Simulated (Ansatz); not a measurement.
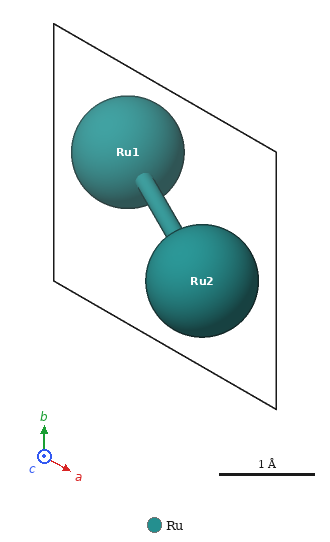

**Figure 1.** The structure (ball-and-stick view of the cell of the calculation, along the c axis; atoms are numbered from 1 in the order of the input). An atom can appear more than once, as a periodic image. Near neighbours in the periodic cell (some may lie outside the picture): Ru has 12 Ru at 2.65 to 2.71 Å.

# From Ru to Mo

System: Ru (P6₃/mmc, 2 atoms in the cell).
Method of the first run: DFT r2SCAN, scalar-relativistic, plane waves, PAW, no spin polarisation (Ansatz 0.2.0).
System of the second run: Mo (2 atoms in the cell).

On the first run: The structure derives from a Materials Project entry. On the second run: The structure was made by swapping elements on the sites of another compound; it need not be a known phase. It belongs to a series of runs on one base structure; here: Ru -> Mo on all its sites, cell and atoms relaxed. Text and figures count atoms from 1; the logs count them from 0 in places.

Input, the first run:
```yaml
crystal:
  lattice:
    - [2.7078263433, 0.0, 0.0]
    - [-1.3539131716, 2.3450464023, 0.0]
    - [0.0, 0.0, 4.26810178]
  atoms:
    - { symbol: Ru, position: [0.33333333, 0.66666667, 0.25] }
    - { symbol: Ru, position: [0.66666667, 0.33333333, 0.75] }
basis:
  ecutwfc: 500
kpoints:
  mp_grid: { grid: [6, 6, 4] }
hamiltonian:
  xc: r2scan
scf:
  occupations: { method: gaussian, width: 0.1 }
output:
  forces: true
  stress: true
  eigenvalues: true
```

Command:
```bash
ansatz run input.yaml --threads 1 --pin off --max-ram 2560MiB --backend cpu --events-out ev --progress --plain --runs-dir out
```

Hardware: 1 thread of Intel Xeon @ 2.50GHz (Skylake/Cascade Lake), 189 GiB of memory available, shared host.

Output, shortened to warnings, some set-up lines, iterations and results (the first run):
```
Basis set: ecut = 500 eV, 687 PW (Γ), exchange–correlation on 80×80×128 points (64 copies of the dense FFT grid, shifted against one another)
Symmetry: 24 space group operations
k-points: 21 of 144
Initial density: superposition of atomic densities (neutral atoms: chi_scale 0, normalization atom), corrected by the library's trained network
[...]
SCF iter   1: F=—  HF=-11781.318345 eV  |F-HF|=—  |Δ(HF+E_count)|=         —  Δρ=1.13e-2  dr2=1.01e-2  dr2_τ=1.43e-2  ethr=1.77e-3  ⟨swp⟩=4.9  Hψ=1711  notcnv=0
SCF iter   2: F=—  HF=-11781.340104 eV  |F-HF|=—  |Δ(HF+E_count)|=   2.18e-2  Δρ=6.39e-3  dr2=2.69e-3  dr2_τ=2.00e-4  ethr=3.15e-5  ⟨swp⟩=2.0  Hψ=967  notcnv=0  defer=1
SCF iter   3: F=—  HF=-11781.343205 eV  |F-HF|=—  |Δ(HF+E_count)|=   3.10e-3  Δρ=1.07e-3  dr2=1.96e-4  dr2_τ=3.66e-5  ethr=8.41e-6  ⟨swp⟩=2.0  Hψ=586  notcnv=0  defer=1
SCF iter   4: F=—  HF=-11781.343307 eV  |F-HF|=—  |Δ(HF+E_count)|=   1.02e-4  Δρ=2.93e-4  dr2=1.18e-5  dr2_τ=2.03e-6  ethr=6.13e-7  ⟨swp⟩=2.1  Hψ=697  notcnv=0  defer=1
SCF iter   5: F=—  HF=-11781.343344 eV  |F-HF|=—  |Δ(HF+E_count)|=   3.69e-5  Δρ=7.34e-5  dr2=5.82e-7  dr2_τ=2.06e-7  ethr=3.68e-8  ⟨swp⟩=2.0  Hψ=750  notcnv=0  defer=1
SCF iter   6: F=-11781.343345 eV  HF=-11781.343345 eV  |F-HF|=2.79e-8  |Δ(HF+E_count)|=   1.00e-6  Δρ=1.42e-5  dr2=2.04e-8  dr2_τ=1.70e-9  ethr=3.13e-10  ⟨swp⟩=6.4  Hψ=2007  …
SCF 1 converged in 6 iterations: F = -11781.343345 eV  dr2 = 2.04e-8
SCF converged after 6 iterations
Free energy (F): -11781.343345 eV
Harris-Foulkes:  -11781.343345 eV  (|F-HF|=2.79e-8)
Internal energy: -11781.328014 eV  (E = F + TS)
E sigma→0 (E₀):  -11781.335679 eV
Entropy (-TS):   -0.015331 eV (-7.666 meV/atom)
Fermi energy:    23.690088 eV
--- Per-component energies (eV) ---
  E_band       = -136.523381
  E_kinetic    = 1028.307132
  E_local      = -2509.640322  (includes V_loc(G=0)·N_el)
  E_nonlocal   = 685.664802
  E_hartree    = 806.075898
  E_xc         = -368.526044
  E_vxc        = -533.904437  (∫ρ·V_xc dr)
  E_paw        = -6957.722415  (= ΣΔE_a)
  E_vpaw       = -456.678544  (= ΣTr[D̂ρ^β])
  E_aug_tail   = 0.000200  (compensation charges beyond the density's cutoff)
  E_vtau       = 37.571946  (kinetic-family band-sum trace: ∫τ·v_τ [+ j·A + Jᵃ·Aᵃ] dr)
  E_ewald      = -4464.865355
  E_core_change = -0.621911  (= ΣΔE_core)
  E_smearing   = -0.015331  (= −TS)
  E_closure    = 0.000000  (closes the sum)
  Σ components = -11781.343345   (vs F -11781.343345, Δ=0.00e0)
--- Forces (eV/Å), atoms counted from 1 ---
  atom   1  Ru     0.00000000     0.00000000    -0.00000000
  atom   2  Ru     0.00000000    -0.00000000     0.00000000
  max |Σ_I F_I| component: 3.70e-17 eV/Å
--- Stress (GPa, compression-positive) ---
        1.039544       0.000000      -0.000000
       -0.000000       1.039544       0.000000
       -0.000000       0.000000      -3.928392
  P = ⅓ Tr σ = -0.6164 GPa (-6.164 kbar)
```

For the second run the input was changed thus:
```diff
-    - [2.7078263433, 0.0, 0.0]
-    - [-1.3539131716, 2.3450464023, 0.0]
-    - [0.0, 0.0, 4.26810178]
+    - [2.8031451152, 0.0, 0.0]
+    - [-1.4015725576, 2.4275948803, 0.0]
+    - [0.0, 0.0, 4.4247628419]
-    - { symbol: Ru, position: [0.33333333, 0.66666667, 0.25] }
-    - { symbol: Ru, position: [0.66666667, 0.33333333, 0.75] }
+    - { symbol: Mo, position: [0.3333333333, 0.6666666667, 0.25] }
+    - { symbol: Mo, position: [0.6666666667, 0.3333333333, 0.75] }
```

What does this change do to the results?

The total energies belong to different systems, so their difference says nothing on which is more stable or more accurate. The pressure goes from −0.62 to 12.79 GPa. The volume per atom goes from 13.55 to 15.06 Å³. The number of SCF iterations is the same. The plane waves at Γ go from 687 to 761.

Output, shortened to warnings, some set-up lines, iterations and results (the second run):
```
Basis set: ecut = 500 eV, 761 PW (Γ), exchange–correlation on 96×96×144 points (64 copies of the dense FFT grid, shifted against one another)
Symmetry: 24 space group operations
k-points: 21 of 144
Initial density: superposition of atomic densities (neutral atoms: chi_scale 0, normalization atom), corrected by the library's trained network
[...]
SCF iter   1: F=—  HF=-9934.013809 eV  |F-HF|=—  |Δ(HF+E_count)|=         —  Δρ=1.13e-2  dr2=1.37e-2  dr2_τ=2.32e-2  ethr=1.77e-3  ⟨swp⟩=5.1  Hψ=1752  notcnv=0
SCF iter   2: F=—  HF=-9934.020636 eV  |F-HF|=—  |Δ(HF+E_count)|=   6.83e-3  Δρ=6.76e-3  dr2=5.16e-3  dr2_τ=2.66e-4  ethr=4.88e-5  ⟨swp⟩=1.3  Hψ=564  notcnv=0
SCF iter   3: F=—  HF=-9934.021664 eV  |F-HF|=—  |Δ(HF+E_count)|=   1.03e-3  Δρ=6.24e-4  dr2=7.16e-5  dr2_τ=2.24e-5  ethr=1.84e-5  ⟨swp⟩=2.6  Hψ=630  notcnv=0
SCF iter   4: F=—  HF=-9934.021666 eV  |F-HF|=—  |Δ(HF+E_count)|=   1.16e-6  Δρ=2.13e-4  dr2=7.30e-6  dr2_τ=2.11e-6  ethr=2.56e-7  ⟨swp⟩=2.0  Hψ=669  notcnv=0
SCF iter   5: F=—  HF=-9934.021668 eV  |F-HF|=—  |Δ(HF+E_count)|=   2.05e-6  Δρ=6.13e-5  dr2=6.17e-7  dr2_τ=1.72e-7  ethr=2.61e-8  ⟨swp⟩=2.0  Hψ=626  notcnv=0
SCF iter   6: F=-9934.021668 eV  HF=-9934.021668 eV  |F-HF|=3.57e-8  |Δ(HF+E_count)|=   3.68e-8  Δρ=1.56e-5  dr2=2.89e-8  dr2_τ=6.65e-9  ethr=3.57e-10  ⟨swp⟩=5.1  Hψ=1662  …
SCF 1 converged in 6 iterations: F = -9934.021668 eV  dr2 = 2.89e-8
SCF converged after 6 iterations
Free energy (F): -9934.021668 eV
Harris-Foulkes:  -9934.021668 eV  (|F-HF|=3.57e-8)
Internal energy: -9934.011008 eV  (E = F + TS)
E sigma→0 (E₀):  -9934.016338 eV
Entropy (-TS):   -0.010659 eV (-5.330 meV/atom)
Fermi energy:    21.598349 eV
--- Per-component energies (eV) ---
  E_band       = -105.128895
  E_kinetic    = 885.703405
  E_local      = -1517.505624  (includes V_loc(G=0)·N_el)
  E_nonlocal   = 287.279370
  E_hartree    = 505.127548
  E_xc         = -358.045772
  E_vxc        = -514.622286  (∫ρ·V_xc dr)
  E_paw        = -6435.507041  (= ΣΔE_a)
  E_vpaw       = -290.628721  (= ΣTr[D̂ρ^β])
  E_aug_tail   = 0.000006  (compensation charges beyond the density's cutoff)
  E_vtau       = 34.389218  (kinetic-family band-sum trace: ∫τ·v_τ [+ j·A + Jᵃ·Aᵃ] dr)
  E_ewald      = -3300.620493
  E_core_change = -0.442407  (= ΣΔE_core)
  E_smearing   = -0.010659  (= −TS)
  E_closure    = -0.000000  (closes the sum)
  Σ components = -9934.021668   (vs F -9934.021668, Δ=0.00e0)
--- Forces (eV/Å), atoms counted from 1 ---
  atom   1  Mo     0.00000000    -0.00000000     0.00000000
  atom   2  Mo     0.00000000     0.00000000     0.00000000
  max |Σ_I F_I| component: 9.25e-18 eV/Å
--- Stress (GPa, compression-positive) ---
       13.176536       0.000000      -0.000000
        0.000000      13.176536      -0.000000
       -0.000000      -0.000000      12.023943
  P = ⅓ Tr σ = 12.7923 GPa (127.923 kbar)
```

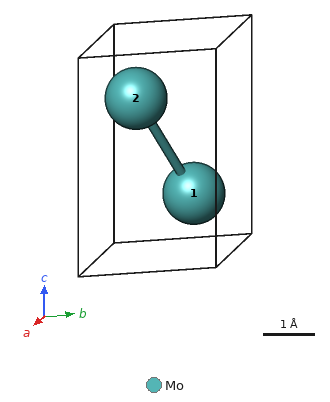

**Figure 2.** The input structure of the second run (ball-and-stick view of the cell of the calculation, seen slightly off an axis; atoms are numbered from 1 in the order of the input). An atom can appear more than once, as a periodic image.

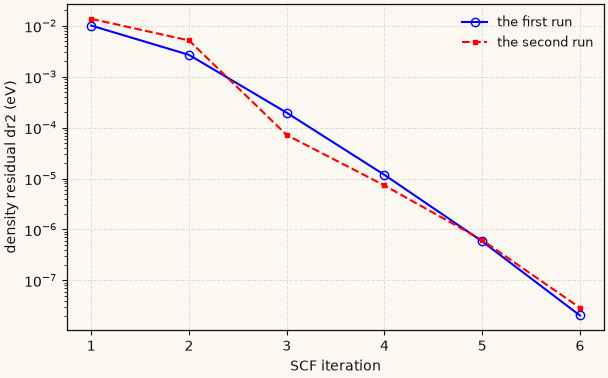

**Figure 3.** Convergence of the two runs: density residual dr2 against the SCF iteration. The first run takes 6 iterations in all, and the second run takes 6.

The two runs side by side:

```tsv
quantity	the first run	the second run
outcome	converged	converged
free energy per atom (eV)	−5890.6717	−4967.0108
energy per atom, smearing taken to zero (eV)	−5890.6678	−4967.0082
gap on the mesh (eV)	0.00	0.00
pressure (GPa)	−0.62	12.79
volume per atom (Å³)	13.55	15.06
largest force (eV/Å)	0.000	0.000
SCF iterations	6	6
irreducible k-points	21	21
plane waves at Γ	687	761
wall time (shared host)	3.7 s	2.8 s
```

For the second run: The cell is under a pressure of 12.8 GPa at this level, so it is not at its equilibrium volume.
